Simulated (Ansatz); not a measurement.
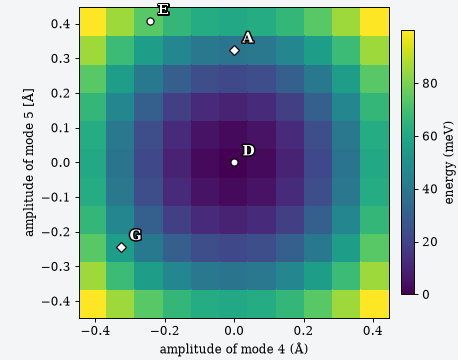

Rb (Fm-3m, No. 225; 2 atoms in the cell). The energy is mapped over two normal modes frozen in (zone-centre modes of the 2-atom cell of this scan, which folds in the wave vector (0, 1/2, 1/2) of the primitive cell). First axis: amplitude of mode 4 (34 cm⁻¹), largest displacement. Second axis: amplitude of mode 5 (34 cm⁻¹), largest displacement. Nothing is relaxed (the cell and all other modes fixed). The grid has 11 × 11 points; 21 points were computed and 100 follow by symmetry. Points are written as (first, second). Energies: meV per cell, counted from the lowest grid point. The cutoff or the k-mesh is coarse on purpose, so the values aren't converged. Theory: Ansatz, DFT PBEsol, scalar-relativistic, plane waves, PAW. Settings: cutoff 340 eV, k-mesh 10×10×6 in the order of the run's cell vectors, gaussian smearing 0.15 eV, no spin polarisation.

In the figure: one coloured cell a grid point, lettered points.

Is A the lowest point of the computed grid?

Answer. No. A lies 38 meV above the lowest grid point, which is at (0.000 Å, 0.000 Å).

Rank the lettered points by energy, lowest first.

Answer. D (0 meV), A (38 meV), G (55 meV), E (74 meV).
